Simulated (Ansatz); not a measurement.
**WSe2: density, localisation and related maps**

Input

```
crystal:
  lattice:
    - [3.3144241877, 0.0, 0.0]
    - [-1.6572120938, 2.8703755455, 0.0]
    - [0.0, 0.0, 29.8000909169]
  atoms:
    - { symbol: W, position: [0.6626307422, 0.3466709234, 0.0030053416] }
    - { symbol: W, position: [0.3160787958, 0.6352457415, 0.7729376268] }
    - { symbol: W, position: [0.3338732422, 0.6843571079, 0.233955201] }
    - { symbol: Se, position: [0.328842163, 0.6663272876, 0.0542219841] }
    - { symbol: Se, position: [0.6716967304, 0.3824069178, 0.8244910866] }
    - { symbol: Se, position: [0.6532995901, 0.321217778, 0.2784842454] }
    - { symbol: Se, position: [0.3861360126, 0.6782238853, 0.9425708993] }
    - { symbol: Se, position: [0.6611011822, 0.3031294414, 0.7141036475] }
    - { symbol: Se, position: [0.6530082082, 0.3157542504, 0.1762299678] }
basis:
  ecutwfc: 500
kpoints:
  mp_grid: { grid: [6, 6, 1] }
hamiltonian:
  xc: r2scan
scf:
  occupations: { method: gaussian, width: 0.05 }
output:
  forces: true
  stress: true
  eigenvalues: true
  write_density: true
  write_potential: true
  elf: true
  volumetric_format: npy
relax:
  adjacent_minimum: "off"
  f_tol: 0.01
  max_steps: 80
  cell: { stress_tol: 0.1 }
```

Command:

```sh
ansatz run input.yaml --threads 2 --pin off --max-ram 5120MiB --backend cpu --events-out ev --progress --plain --runs-dir out
```

Below, planes, directions and counts refer to the standardised cell (a = 5.74 Å, b = 3.32 Å, c = 29.89 Å, α = 89.94°, β = 90.40°, γ = 89.99°).

The fields are those of the run's last geometry, not of the input's.

Space group P1; a structure from a database of computed crystals, not necessarily the ambient phase; changed on purpose from its base cell (all atoms moved at random, sigma 0.1 A a component; relaxed back).

Method: DFT r2SCAN, scalar-relativistic, plane waves, PAW (Ansatz).

In a PAW calculation such maps are meaningful between the atoms, not at the nuclei.

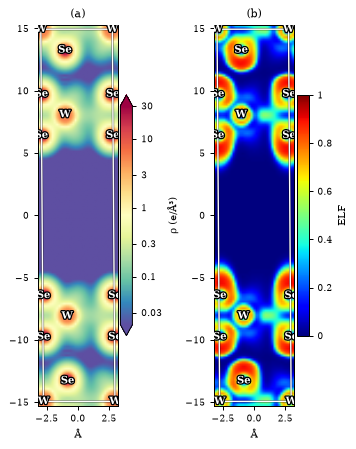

Figure 1. (a) valence charge density (pseudo); (b) ELF on the (010) plane of the standardised cell.

**What does the map show?**

The plane passes through W and Se nuclei. W–Se (2.53 Å): the density is about 0.56 e/Å³ at the midpoint; the ELF is about 0.55 at the midpoint. The density dies away to nearly zero in the voids. The features right at W lie inside the PAW spheres, where the map follows smoothed inner orbitals and isn't to be read closely.

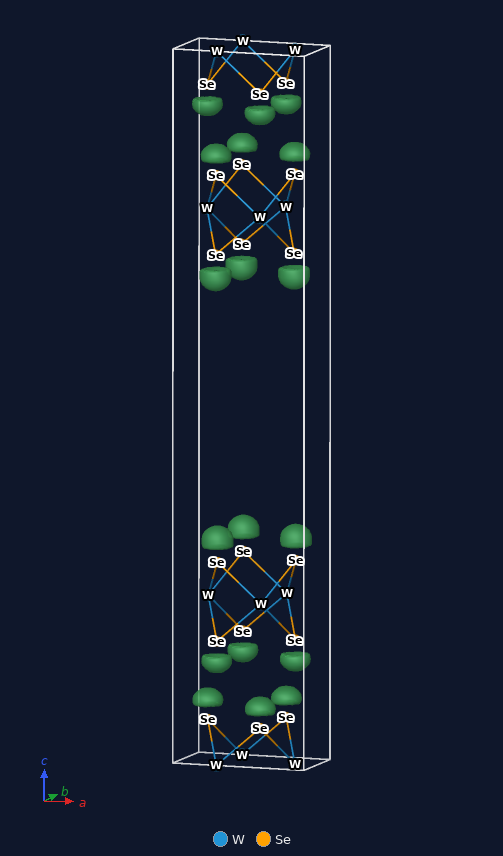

Figure 2. Isosurface of the electron localisation function at 0.85 (green), seen slightly off an axis. Core shells and regions of very low density are left out. Sticks mark near contacts.

**Identify the bonds, lone pairs and shells in this picture.**

At this value the surface marks out twelve lobes on Se, pointing away from the bonds (lone pairs), counted in one cell of 18 atoms. Regions shared between cells count once.

**Does the calculation make it a metal, or give it a gap?**

It is gapped, with a Kohn–Sham gap of 1.5 eV on the k-point mesh (the band edges may lie off the mesh, which would make the gap smaller).
